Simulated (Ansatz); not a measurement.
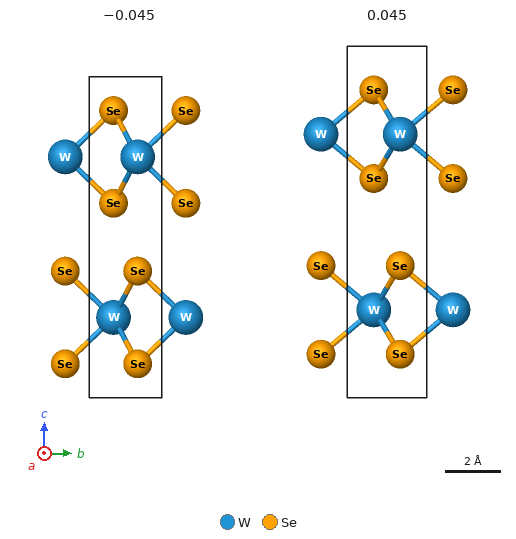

A crystal of WSe2 (set up in P-3m1), under equal strain along all axes (cell held, atoms relaxed), with energies (extrapolated to zero smearing) counted from the relaxed crystal, which is the row at zero. The picture shows the first and the last member. Style: ball-and-stick. Shown: the cell of the calculation, along the a axis.

Computed with Ansatz 0.2.0: DFT PBEsol+D3(BJ), scalar-relativistic, plane waves, PAW. Set-up: plane-wave cutoff 420 eV; k-point mesh 12 × 12 × 4; occupations gaussian; smearing width 0.02 eV; no spin polarisation; atoms relaxed in a fixed cell; force threshold 0.008 eV/Å.

```csv
strain,energy (meV/atom),a (Å),c (Å),band gap (eV)
−0.045,104.29,3.085,11.858,0.25
−0.03,42.96,3.134,12.045,0.41
−0.015,?,?,?,?
0.0,0.00,3.231,12.417,0.67
0.015,9.11,3.279,12.603,0.77
0.03,33.91,3.328,12.790,0.86
0.045,71.82,3.376,12.976,0.80
```

One row is withheld. What does the calculation give there?

A parabola through three neighbouring rows (−0.045, −0.03, 0.0) gives, with Lagrange weights, (−0.3333)(104.29) + (1.0000)(42.96) + (0.3333)(0.00) = 8.20 meV/atom. The calculation gives 9.89 meV/atom (a = 3.182 Å, c = 12.231 Å). The estimate is 1.69 meV/atom too low. For the gap a parabola through the rows −0.045, −0.03, 0.0 gives 0.55 eV, and the calculation 0.55 eV (semilocal gaps, lower than measured ones as a rule). From the first member to the last: Se–Se 3.073 → 3.761 Å, W–W 3.085 → 3.376 Å, Se–W 2.471 → 2.545 Å.

The whole series:

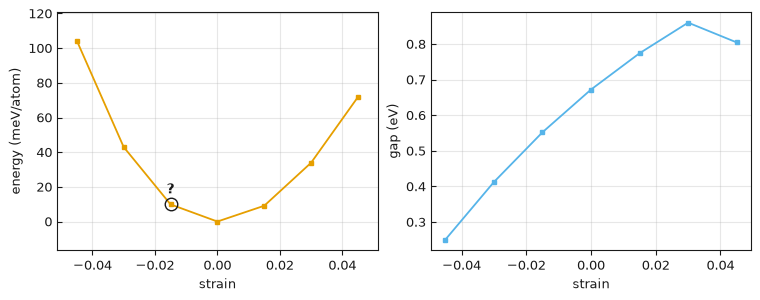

Each member starts from this one structure; whether another phase lies lower wasn't checked.
